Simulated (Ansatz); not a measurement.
# What a change does: geometry relaxation on Si$_{3}$N$_{4}$

System: Si$_{3}$N$_{4}$ (P-43m, 7 atoms in the cell).
Method of the first run: Kohn-Sham DFT of a periodic cell, LDA, all-electron LAPW, scalar-relativistic, no spin polarisation (Ansatz 0.2.0).

The structure was built on a prototype by a generator; it need not be a known phase. Text and figures count atoms from 1; the logs count them from 0 in places.

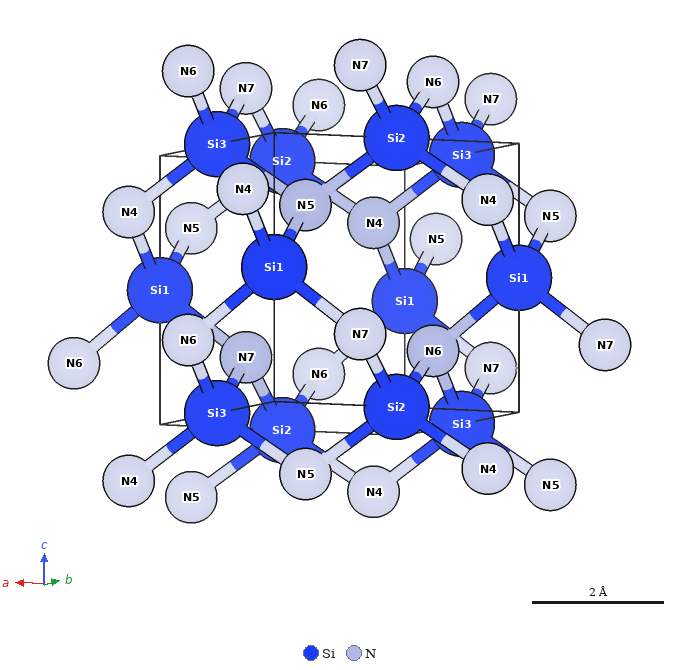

Figure 1. The starting structure (ball-and-stick view of the cell of the calculation, seen at an oblique angle; neighbours outside the cell are drawn fainter; atoms are numbered from 1 in the order of the input). Near neighbours in the crystal (not all of them lie inside the picture): Si has 4 N at 1.77 Å; N has 3 Si at 1.77 Å.

Input, the first run:
```yaml
crystal:
  lattice:
    - [4.13078, 0.0, 0.0]
    - [0.0, 4.13078, 0.0]
    - [0.0, 0.0, 4.13078]
  atoms:
    - { symbol: Si, position: [0.0, 0.0, 0.5] }
    - { symbol: Si, position: [0.5, 0.0, 0.0] }
    - { symbol: Si, position: [0.0, 0.5, 0.0] }
    - { symbol: "N", position: [0.23952, 0.23952, 0.76048] }
    - { symbol: "N", position: [0.76048, 0.76048, 0.76048] }
    - { symbol: "N", position: [0.23952, 0.76048, 0.23952] }
    - { symbol: "N", position: [0.76048, 0.23952, 0.23952] }
kpoints:
  mp_grid: { grid: [6, 6, 6] }
scf:
  occupations: { method: fermi_dirac, width: 0.05 }
hamiltonian:
  xc: lda
  pseudopotentials: { kind: all_electron, lapw: { basis_error: 0.002 } }
output:
  forces: true
  stress: true
relax:
  f_tol: 0.005
  max_steps: 60
  cell: {}
```

Launched with:
```bash
ansatz run input.yaml --threads 4 --pin off --max-ram 12288MiB --backend cpu --events-out ev --progress --plain --runs-dir out
```

Hardware: 4 threads of AMD EPYC (Zen 3), 192 GiB of memory available, shared host.

Output, shortened to warnings, some set-up lines, iterations and results (the first run):
```
Basis set: ecut = 426.4603387394474 eV, 1365 PW (Γ), exchange–correlation at level 2
Symmetry: 24 space group operations
k-points: 20 of 216 (time reversal used)
Initial density: superposition of atomic densities (chi_scale 0.1, normalization cell, long waves kept (reshape's long-wave potential 0.05 eV rms))
[...]
SCF iter   1: F=—  HF=-29531.080793 eV  |F-HF|=—  |Δ(HF+E_count)|=         —  Δρ=1.63e-1  dr2=2.01e1  ethr=3.14e-2  ⟨swp⟩=2.0  Hψ=5563  notcnv=0
SCF iter   2: F=—  HF=-29523.291278 eV  |F-HF|=—  |Δ(HF+E_count)|=    7.79e0  Δρ=4.25e-2  dr2=9.92e-1  ethr=1.56e-3  ⟨swp⟩=2.0  Hψ=4102  notcnv=0
SCF iter   3: F=—  HF=-29523.031099 eV  |F-HF|=—  |Δ(HF+E_count)|=         —  Δρ=2.70e-2  dr2=4.88e-1  ethr=1.55e-3  ⟨swp⟩=2.0  Hψ=2121  notcnv=0  defer=1
SCF iter   4: F=—  HF=-29522.896327 eV  |F-HF|=—  |Δ(HF+E_count)|=   1.35e-1  Δρ=3.04e-3  dr2=4.44e-3  ethr=7.62e-4  ⟨swp⟩=3.0  Hψ=2385  notcnv=0
SCF iter   5: F=—  HF=-29522.895608 eV  |F-HF|=—  |Δ(HF+E_count)|=   7.19e-4  Δρ=4.62e-4  dr2=1.30e-4  ethr=6.94e-6  ⟨swp⟩=3.0  Hψ=2171  notcnv=0
[... 32 lines ...]
relax step   5: F+E_penalty+E_count = -29522.97331271 eV  Δ(F+E_penalty+E_count) = -2.593e-5 eV  max|allowed force component| = 1.779e-4 eV/Å  Δτ_max = 0.0009 Å  P = +0.004 …
SCF iter   1: F=—  HF=-29522.973314 eV  |F-HF|=—  |Δ(HF+E_count)|=         —  Δρ=4.07e-6  dr2=1.03e-8  ethr=1.61e-11  ⟨swp⟩=6.8  Hψ=3795  notcnv=0
SCF iter   2: F=-29522.973314 eV  HF=-29522.973314 eV  |F-HF|=1.79e-9  |Δ(HF+E_count)|=   1.03e-8  Δρ=2.37e-6  dr2=4.23e-9  ethr=1.61e-11  ⟨swp⟩=2.0  Hψ=1980  notcnv=0
SCF 6 converged in 2 iterations: F = -29522.973314 eV  dr2 = 4.23e-9
relax step   6: F+E_penalty+E_count = -29522.97331411 eV  Δ(F+E_penalty+E_count) = -1.399e-6 eV  max|allowed force component| = 1.723e-4 eV/Å  Δτ_max = 0.0000 Å  P = +0.004 …
basis re-selected at this cell: Δ(F+E_penalty+E_count) = -1.399e-6 eV, ΔP = -0.000 GPa vs the last step (what re-selecting the basis moved, after the strain that the cell walked since its last selection, with what the two solves' SCF thresholds leave and, on support functions, any second-order …
SCF converged after 2 iterations
Free energy (F): -29522.973314 eV
Harris-Foulkes:  -29522.973314 eV  (|F-HF|=1.79e-9)
Internal energy: -29522.973314 eV  (E = F + TS)
E sigma→0 (E₀):  -29522.973314 eV
Fermi energy:    11.107075 eV
--- Per-component energies (eV) ---
  E_band       = -4969.187183
  E_kinetic    = 29538.560167
  E_xc         = -2339.970238
  E_electrostatic = -56721.563244  (all electrons and nuclei)
  E_smearing   = -0.000000  (= −TS)
  E_closure    = 0.000000  (closes the sum)
  E_atoms      = -29461.289745  (free atoms, spherical and without spin; not in F)
  Σ components = -29522.973314   (vs F -29522.973314, Δ=0.00e0)
  Basis errors (estimates in eV, not in F): energy 1.0e-3 per atom: plane waves 9.6e-4 (6.1e-4 summed), levels above the bands 1.7e-68, relativity 1.4e-8, radial functions 4.8e-5, core shells 1.4e-11; eigenvalues (radial functions only) 8.3e-6; not estimated: angular momenta, meshes, grids; target …
--- Forces (eV/Å), atoms counted from 1 ---
  atom   1  Si     0.00000000     0.00000000    -0.00000000
  atom   2  Si    -0.00000000    -0.00000000    -0.00000000
  atom   3  Si    -0.00000000    -0.00000000    -0.00000000
  atom   4  N      0.00017226     0.00017226    -0.00017226
  atom   5  N     -0.00017226    -0.00017226    -0.00017226
  atom   6  N      0.00017226    -0.00017226     0.00017226
  atom   7  N     -0.00017226     0.00017226     0.00017226
  max |Σ_I F_I| component: 2.00e-17 eV/Å
--- Stress (GPa, compression-positive) ---
        0.004134       0.000000      -0.000000
        0.000000       0.004134       0.000000
       -0.000000       0.000000       0.004134
  P = ⅓ Tr σ = 0.0041 GPa (0.041 kbar)
--- Relaxed structure (5 steps of the walk, 5 accepted, 1 SCFs on fresh bases) ---
  F+E_penalty+E_count = -29522.97331411 eV   max|allowed force component| = 1.723e-4 eV/Å   (the final SCF, on the basis selected at the relaxed cell)
  cell:  # Å, volume = 67.8133 Å³
    - [4.077916761372404, 2.5679065925163143e-34, 1.928939171125159e-33]
[...]
```

The input of the second run differs as follows (lines with − go, lines with + come):
```diff
-  xc: lda
+  xc: pbesol
```

What does this change do to the results?

The total energies belong to different methods, so their difference says nothing on which is more stable or more accurate. The volume per atom goes from 9.69 to 9.88 Å³. The functional changes from LDA to PBEsol. The SCF takes 24 iterations over all geometry steps against 30.

Output, shortened to warnings, some set-up lines, iterations and results (the second run):
```
Basis set: ecut = 425.5356464024459 eV, 1365 PW (Γ), exchange–correlation at level 2
Symmetry: 24 space group operations
k-points: 20 of 216 (time reversal used)
Initial density: superposition of atomic densities (chi_scale 0.1, normalization cell, long waves kept (reshape's long-wave potential 0.05 eV rms))
[...]
SCF iter   1: F=—  HF=-29586.775474 eV  |F-HF|=—  |Δ(HF+E_count)|=         —  Δρ=1.59e-1  dr2=1.90e1  ethr=2.97e-2  ⟨swp⟩=2.0  Hψ=5552  notcnv=0
SCF iter   2: F=—  HF=-29579.465210 eV  |F-HF|=—  |Δ(HF+E_count)|=    7.31e0  Δρ=4.26e-2  dr2=1.04e0  ethr=1.63e-3  ⟨swp⟩=2.0  Hψ=4101  notcnv=0
SCF iter   3: F=—  HF=-29579.284585 eV  |F-HF|=—  |Δ(HF+E_count)|=         —  Δρ=2.62e-2  dr2=4.58e-1  ethr=1.63e-3  ⟨swp⟩=2.0  Hψ=2120  notcnv=0
SCF iter   4: F=—  HF=-29579.201183 eV  |F-HF|=—  |Δ(HF+E_count)|=   8.34e-2  Δρ=2.84e-3  dr2=3.73e-3  ethr=7.16e-4  ⟨swp⟩=3.0  Hψ=2354  notcnv=0
SCF iter   5: F=—  HF=-29579.201904 eV  |F-HF|=—  |Δ(HF+E_count)|=   7.21e-4  Δρ=4.76e-4  dr2=1.35e-4  ethr=5.83e-6  ⟨swp⟩=3.0  Hψ=2171  notcnv=0
[... 24 lines ...]
relax step   4: F+E_penalty+E_count = -29579.21893168 eV  Δ(F+E_penalty+E_count) = -9.713e-5 eV  max|allowed force component| = 2.726e-3 eV/Å  Δτ_max = 0.0013 Å  P = +0.002 …
SCF iter   1: F=—  HF=-29579.218932 eV  |F-HF|=—  |Δ(HF+E_count)|=         —  Δρ=7.87e-6  dr2=5.59e-8  ethr=8.72e-11  ⟨swp⟩=6.6  Hψ=3750  notcnv=0
SCF iter   2: F=-29579.218932 eV  HF=-29579.218932 eV  |F-HF|=6.18e-9  |Δ(HF+E_count)|=   5.47e-9  Δρ=4.97e-6  dr2=2.56e-8  ethr=8.72e-11  ⟨swp⟩=2.0  Hψ=1980  notcnv=0
SCF 5 converged in 2 iterations: F = -29579.218932 eV  dr2 = 2.56e-8
relax step   5: F+E_penalty+E_count = -29579.21893210 eV  Δ(F+E_penalty+E_count) = -4.246e-7 eV  max|allowed force component| = 2.725e-3 eV/Å  Δτ_max = 0.0000 Å  P = +0.002 …
basis re-selected at this cell: Δ(F+E_penalty+E_count) = -4.246e-7 eV, ΔP = +0.000 GPa vs the last step (what re-selecting the basis moved, after the strain that the cell walked since its last selection, with what the two solves' SCF thresholds leave and, on support functions, any second-order …
SCF converged after 2 iterations
Free energy (F): -29579.218932 eV
Harris-Foulkes:  -29579.218932 eV  (|F-HF|=6.18e-9)
Internal energy: -29579.218932 eV  (E = F + TS)
E sigma→0 (E₀):  -29579.218932 eV
Fermi energy:    11.010757 eV
--- Per-component energies (eV) ---
  E_band       = -4993.329894
  E_kinetic    = 29621.053872
  E_xc         = -2397.343686
  E_electrostatic = -56802.929118  (all electrons and nuclei)
  E_smearing   = -0.000000  (= −TS)
  E_closure    = 0.000000  (closes the sum)
  E_atoms      = -29520.601214  (free atoms, spherical and without spin; not in F)
  Σ components = -29579.218932   (vs F -29579.218932, Δ=0.00e0)
  Basis errors (estimates in eV, not in F): energy 1.0e-3 per atom: plane waves 9.5e-4 (6.2e-4 summed), levels above the bands 8.5e-68, relativity 1.2e-8, radial functions 7.5e-5, core shells 9.7e-12; eigenvalues (radial functions only) 8.2e-6; not estimated: angular momenta, meshes, grids; target …
--- Forces (eV/Å), atoms counted from 1 ---
  atom   1  Si     0.00000000    -0.00000000     0.00000000
  atom   2  Si    -0.00000000     0.00000000     0.00000000
  atom   3  Si     0.00000000     0.00000000     0.00000000
  atom   4  N     -0.00272471    -0.00272471     0.00272471
  atom   5  N      0.00272471     0.00272471     0.00272471
  atom   6  N     -0.00272471     0.00272471    -0.00272471
  atom   7  N      0.00272471    -0.00272471    -0.00272471
  max |Σ_I F_I| component: 1.43e-17 eV/Å
--- Stress (GPa, compression-positive) ---
        0.002012      -0.000000       0.000000
       -0.000000       0.002012       0.000000
        0.000000       0.000000       0.002012
  P = ⅓ Tr σ = 0.0020 GPa (0.020 kbar)
--- Relaxed structure (4 steps of the walk, 4 accepted, 1 SCFs on fresh bases) ---
  F+E_penalty+E_count = -29579.21893210 eV   max|allowed force component| = 2.725e-3 eV/Å   (the final SCF, on the basis selected at the relaxed cell)
  cell:  # Å, volume = 69.1411 Å³
    - [4.104358938150848, 2.0864241064195054e-34, -6.419766481290789e-35]
[...]
```

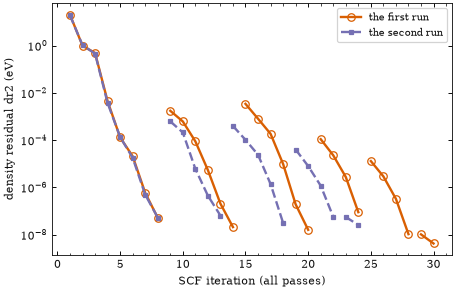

Figure 2. Convergence of the two runs: density residual dr2 against the SCF iteration. A break in a curve parts two SCF passes. The first run takes 30 iterations in all, and the second run takes 24.

The two runs side by side:

```tsv
quantity	the first run	the second run
outcome	converged	converged
free energy per atom (eV)	−4217.5676	−4225.6027
pressure (GPa)	0.00	0.00
volume per atom (Å³)	9.69	9.88
largest force (eV/Å)	0.000	0.005
SCF iterations	30	24
irreducible k-points	20	20
wall time (shared host)	39 s	33 s
```

For both runs: Points of doubt noted for this run: coarse mesh for a metal.
